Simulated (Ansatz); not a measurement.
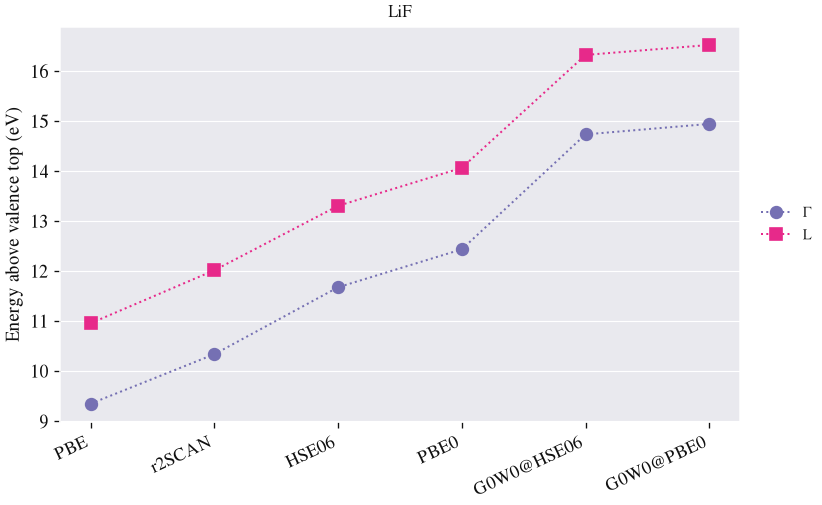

Lowest conduction level at each named k point, counted from the valence-band top at Γ, by several methods on one cell of rocksalt LiF, space group Fm-3m, 2 atoms in the primitive cell, relaxed with r2SCAN; cubic a = 3.990 Å. All runs are without spin-orbit coupling and carry no moments. The cell is at 4 GPa in PBE.

> Does G0W0@PBE0 shift these levels rigidly from PBE0?

The shifts are +2.51 eV at Γ and +2.46 eV at L, and at points that aren't plotted +2.60 eV (K), +3.01 eV (X) and +2.81 eV (W): over the named points that both runs hold, a spread of 0.55 eV on a mean of 2.68 eV, so one shift doesn't describe them.

> How do the methods rank at Γ?

From low to high: PBE 9.34, r2SCAN 10.33, HSE06 11.67, PBE0 12.43, G0W0@HSE06 14.73, G0W0@PBE0 14.94 eV.

> Do the methods agree on which of these conduction levels is lowest?

Yes: all put it at Γ.

| method | program | Γ (eV) | L (eV) |
| --- | --- | --- | --- |
| PBE | Ansatz | 9.34 | 10.95 |
| r2SCAN | Ansatz | 10.33 | 12.01 |
| HSE06 | Ansatz | 11.67 | 13.30 |
| PBE0 | Ansatz | 12.43 | 14.06 |
| G0W0@HSE06 | Ansatz | 14.73 | 16.32 |
| G0W0@PBE0 | Ansatz | 14.94 | 16.52 |

Settings. PBE: Ansatz PAW set, 10×10×10 k mesh, 420 eV cutoff, Fermi-Dirac smearing of 0.02 eV (Ansatz 0.2.0). r2SCAN: Ansatz PAW set, 10×10×10 k mesh, 500 eV cutoff, fixed occupations (Ansatz 0.2.0). HSE06: Ansatz PAW set, 8×8×8 k mesh, 420 eV cutoff, fixed occupations (Ansatz 0.2.0). PBE0: Ansatz PAW set, 8×8×8 k mesh, 420 eV cutoff, fixed occupations (Ansatz 0.2.0). G0W0@HSE06: HSE06, Ansatz PAW set, 8×8×8 k mesh, 420 eV cutoff, fixed occupations (Ansatz), G0W0 with empty bands 117, screening cutoff 220 eV and frequency treatment contour deformation. G0W0@PBE0: PBE0, Ansatz PAW set, 8×8×8 k mesh, 420 eV cutoff, fixed occupations (Ansatz), G0W0 with empty bands 117, screening cutoff 220 eV and frequency treatment contour deformation.

These are six of the 11 methods that were run on this cell. r2SCAN, HSE06, PBE0, G0W0@HSE06 and G0W0@PBE0: the PAW data sets were made with another functional. LDA, GGA and most meta-GGA functionals understate gaps. The GW values are at finite bands, cutoffs and mesh, short of the basis limit.
